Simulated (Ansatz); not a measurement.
The Ansatz input:

```
crystal:
  lattice:
    - [0.0, 2.108515235, 2.108515235]
    - [2.108515235, 0.0, 2.108515235]
    - [2.108515235, 2.108515235, 0.0]
  atoms:
    - { symbol: Ga, position: [0.0, 0.0, 0.0] }
    - { symbol: "N", position: [0.5, 0.5, 0.5] }
kpoints:
  mp_grid: { grid: [6, 6, 6] }
hamiltonian:
  xc: hse06
scf:
  occupations: { method: fixed }
  n_extra_bands: 4
output:
  forces: true
  stress: true
  eigenvalues: true
  write_density: true
  write_potential: true
  elf: true
  volumetric_format: npy
```

Run as:
```bash
ansatz run input.yaml --threads 4 --pin off --max-ram 3686MiB --backend cpu --events-out ev --progress --plain --runs-dir out
```

Predict the main features of the density of states.

There is a gap; over the k points computed it is 1.90 eV (indirect; the smallest direct gap is 4.15 eV). Within the window shown, the tallest peak of the filled states lies 2.7 eV under the valence-band top, at about 1.7 states per eV and cell.

The k mesh is coarse, so the curve is spiky and fine features aren't converged.

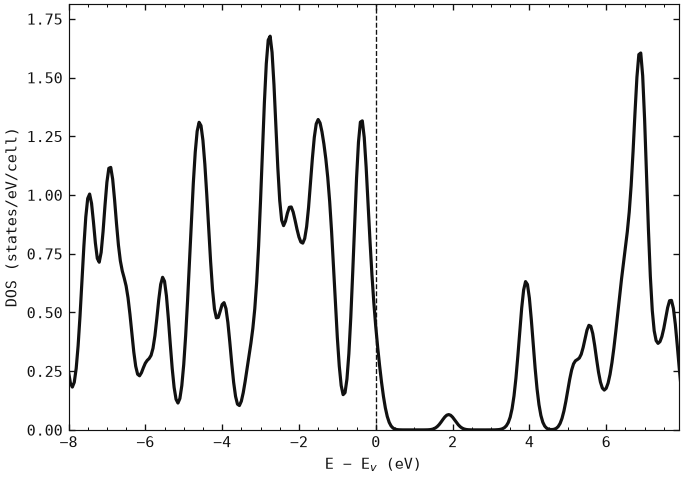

Density of states. Energies are counted from the top of the valence band. The curve is built from the levels of the k mesh with Gaussians 0.4 eV wide, which also blur the band edges.
